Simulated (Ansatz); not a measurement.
**Single-point calculation, with input and output: CuI**

CuI (F-43m, 2 atoms in the cell), computed with DFT, PBEsol, plane waves, PAW, no spin polarisation (Ansatz 0.2.0).

The structure was built on a prototype by a generator. The geometry comes from this level: r2SCAN. Figures and captions count atoms from 1; the log counts them from 0 in places.

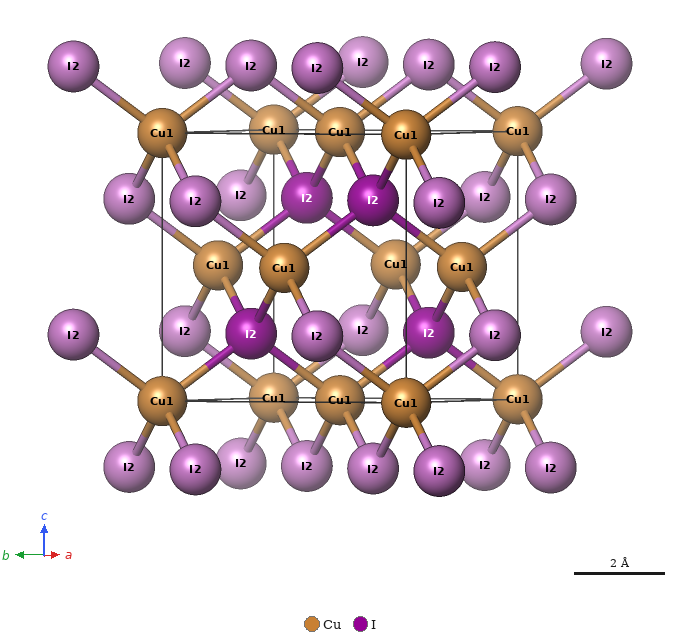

Fig. 1: The structure as given in the input (ball-and-stick view of the cell 4 times as large as that of the calculation, set on its symmetry axes, seen at an oblique angle; neighbours outside the cell are drawn fainter; atoms are numbered from 1 in the order of the input). Near neighbours in the crystal (not all of them lie inside the picture): Cu has 4 I at 2.61 Å; I has 4 Cu at 2.61 Å.

**Input**
```yaml
crystal:
  lattice:
    - [0.0, 3.0120290156, 3.0120290156]
    - [3.0120290156, 0.0, 3.0120290156]
    - [3.0120290156, 3.0120290156, 0.0]
  atoms:
    - { symbol: Cu, position: [0.0, 0.0, 0.0] }
    - { symbol: I, position: [0.25, 0.25, 0.25] }
kpoints:
  mp_grid: { grid: [6, 6, 6] }
hamiltonian:
  xc: pbesol
scf:
  occupations: { method: fixed }
  n_extra_bands: 4
output:
  forces: true
  stress: true
  eigenvalues: true
```

Machine: 4 threads of Intel Xeon (Sapphire Rapids), 64 GiB of memory available, shared host.

Launched with:
```bash
ansatz run input.yaml --threads 4 --pin off --max-ram 3686MiB --backend cpu --events-out ev --progress --plain --runs-dir out
```

**Log**
```
scf.n_extra_bands = 4 over 18 filled bands (N_el = 36.0): the run solves 22 bands
Engine: ansatz 0.2.0, x86_64-unknown-linux-gnu
Pseudopotentials: kind: paw
Pseudopotential: Cu, paw, valence charge 19, recommended cutoff 420 eV (normal), Cu.paw.azcp
Pseudopotential: I, paw, valence charge 17, recommended cutoff 420 eV (normal), I.paw.azcp
Functional definition: PBEsol
  exchange = pbesol_x
  correlation = pbesol_c
Crystal: 2 atoms, lattice volume = 54.652 Å³
Basis set: ecut = 420 eV, 1067 PW (Γ), exchange–correlation on 60×60×60 points (8 copies of the dense FFT grid, shifted against one another)
Bands: 22, of which v1, the nominal top of the filled ones, is band 18 counted from 1 (17 counted from 0)
Symmetry: 24 space group operations
Space group: F-43m (ITA 216), of the structure as read, at distance tolerance 3.8e-5 Å
k-points: 16 of 216 (time reversal used)
Non-local potential: Cu, projectors of the file, l = 0: 3, l = 1: 2, l = 2: 3, l = 3: 1
Non-local potential: I, projectors of the file, l = 0: 2, l = 1: 2, l = 2: 2, l = 3: 2
PAW form: soft (Blöchl's): semilocal exchange-correlation on the pseudo side does not see the compensation charge
PAW frozen core: Cu, regenerated for the run's functional, and the local potential with it (the file was generated under x = pbe(κ = 0.804, μ = 0.2195149727645171), c = pbe(β = 0.06672455060314922))
PAW frozen core: I, regenerated for the run's functional, and the local potential with it (the file was generated under x = pbe(κ = 0.804, μ = 0.2195149727645171), c = pbe(β = 0.06672455060314922))
PAW one-centre angular grid: Cu, 590 points (default); XC on 64 Gauss nodes
PAW one-centre angular grid: I, 590 points (default); XC on 64 Gauss nodes
Initial density: superposition of atomic densities (neutral atoms: chi_scale 0, normalization atom), corrected by the library's trained network
Initial wavefunctions: pseudopotential atomic-orbital guess
Functional: x = pbesol(κ = 0.804, μ = 0.12345679012345678), c = pbesol(β = 0.046)
SCF iter   1: F=—  HF=-14021.278180 eV  |F-HF|=—  |Δ(HF+E_count)|=         —  Δρ=7.98e-3  dr2=2.03e-2  ethr=1.77e-3  ⟨swp⟩=5.1  Hψ=1437  notcnv=0  defer=28
preconditioner: auto → none  [insulator: Δε(μ)=0.977 eV  Ē_g=8.942 eV  n_scr=14 (ndim 8)  ℏωp=21.3 eV  f_vac=0.172  ε∞_Penn≈6.7]
SCF iter   2: F=—  HF=-14021.282024 eV  |F-HF|=—  |Δ(HF+E_count)|=   3.84e-3  Δρ=1.02e-2  dr2=3.72e-2  ethr=5.63e-5  ⟨swp⟩=2.1  Hψ=806  notcnv=0  defer=29
SCF iter   3: F=—  HF=-14021.272825 eV  |F-HF|=—  |Δ(HF+E_count)|=   9.20e-3  Δρ=1.71e-3  dr2=8.82e-4  ethr=5.63e-5  ⟨swp⟩=2.1  Hψ=647  notcnv=0  defer=28
SCF iter   4: F=—  HF=-14021.272765 eV  |F-HF|=—  |Δ(HF+E_count)|=   5.96e-5  Δρ=3.74e-4  dr2=3.91e-5  ethr=2.45e-6  ⟨swp⟩=2.0  Hψ=572  notcnv=0  defer=28
SCF iter   5: F=—  HF=-14021.272791 eV  |F-HF|=—  |Δ(HF+E_count)|=   2.63e-5  Δρ=3.01e-5  dr2=3.00e-7  ethr=1.09e-7  ⟨swp⟩=2.0  Hψ=470  notcnv=0  defer=28
SCF iter   6: F=-14021.272791 eV  HF=-14021.272791 eV  |F-HF|=1.47e-8  |Δ(HF+E_count)|=   1.54e-7  Δρ=7.32e-6  dr2=3.32e-8  ethr=2.78e-10  ⟨swp⟩=8.9  Hψ=1963  notcnv=0
SCF 1 converged in 6 iterations: F = -14021.272791 eV  dr2 = 3.32e-8
  greatest PAW one-centre occupation: 1.000 electrons in one spin orbital (limit 2), on the Cu atom at site 0 (counted from 0), in its partial waves of l = 0
SCF converged after 6 iterations
Free energy (F): -14021.272791 eV
Harris-Foulkes:  -14021.272791 eV  (|F-HF|=1.47e-8)
Internal energy: -14021.272791 eV  (E = F + TS)
E sigma→0 (E₀):  -14021.272791 eV
Fermi energy:    8.287310 eV
--- Per-component energies (eV) ---
  E_band       = -863.412907
  E_kinetic    = 489.995998
  E_local      = -7577.201899  (includes V_loc(G=0)·N_el)
  E_nonlocal   = 317.155296
  E_hartree    = 3518.770749
  E_xc         = -213.726133
  E_vxc        = -240.642411  (∫ρ·V_xc dr)
  E_paw        = -6375.899917  (= ΣΔE_a)
  E_vpaw       = -890.253304  (= ΣTr[D̂ρ^β])
  E_aug_tail   = 0.000223  (compensation charges beyond the density's cutoff)
  E_ewald      = -4180.985453
  E_core_change = 0.618344  (= ΣΔE_core)
  E_smearing   = -0.000000  (= −TS)
  E_closure    = 0.000000  (closes the sum)
  Σ components = -14021.272791   (vs F -14021.272791, Δ=0.00e0)
--- Forces (eV/Å), atoms counted from 1 ---
  atom   1  Cu     0.00000000     0.00000000     0.00000000
  atom   2  I     -0.00000000    -0.00000000     0.00000000
  max |Σ_I F_I| component: 1.39e-17 eV/Å
--- Stress (GPa, compression-positive) ---
       -1.854427      -0.000000      -0.000000
       -0.000000      -1.854427       0.000000
       -0.000000       0.000000      -1.854427
  P = ⅓ Tr σ = -1.8544 GPa (-18.544 kbar)
--- Band table (eV; the first three rows and the last of 16) ---
  k-point 0: bands = ["-102.9775", "-60.5419", "-60.5419", "-60.5419", "-37.4419", "-37.4419", "-37.4419", "-37.4363", "-37.4363", "-5.8652", "4.5428", "4.5428", "4.5428", "6.3353", "6.3353", "8.2873", "8.2873", "8.2873", "9.3433", "13.1034", "13.1034", "13.1034"]
  k-point 1: bands = ["-102.9775", "-60.5419", "-60.5419", "-60.5419", "-37.4419", "-37.4419", "-37.4419", "-37.4363", "-37.4363", "-5.7334", "4.0260", "4.5535", "4.5535", "6.3256", "6.3256", "7.3652", "8.0823", "8.0823", "10.3007", "13.0964", "13.4620", "13.4620"]
  k-point 2: bands = ["-102.9775", "-60.5420", "-60.5419", "-60.5419", "-37.4419", "-37.4417", "-37.4417", "-37.4363", "-37.4363", "-5.4431", "3.0248", "4.5674", "4.5674", "6.3367", "6.3367", "6.6431", "7.7171", "7.7171", "10.4618", "13.7203", "13.7203", "14.6576"]
  k-point 15: bands = ["-102.9775", "-60.5420", "-60.5420", "-60.5420", "-37.4421", "-37.4415", "-37.4413", "-37.4364", "-37.4361", "-5.0799", "2.8607", "3.8905", "4.3667", "6.2789", "6.2870", "6.4205", "6.6211", "6.9121", "12.0313", "12.1824", "15.3491", "15.4074"]
```

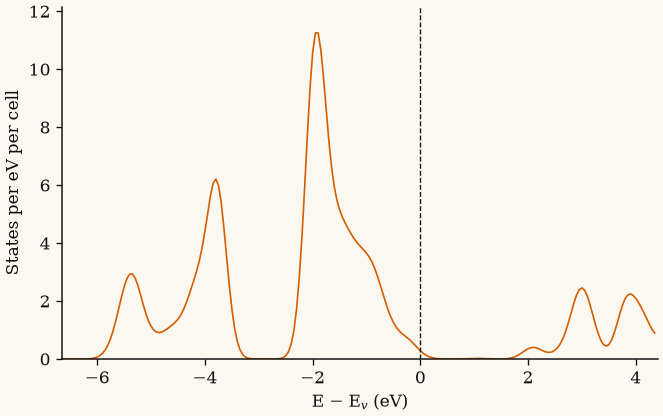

Fig. 2: Density of states (the curve is built from the levels of the k mesh with Gaussians 0.4 eV wide, which also blur the band edges), with energies from the valence-band top. There is a gap of 1.06 eV on the k-point mesh. Small ripples come from the finite k-point mesh.

**Results in brief**

- outcome: converged
- space group (tolerance 0.01 Å): F-43m (216)
- electrons treated: 36
- free energy: −14021.2728 eV
- Fermi energy: 8.287 eV
- gap on the k-point mesh: 1.06 eV
- pressure: −1.85 GPa
- largest force (length of the vector): under 0.001 eV/Å
- wall time: 1 s (CPU time 1.6 s)
- peak memory: 0.37 GiB

**Notes**

Spin-orbit coupling is left out, which matters for I.
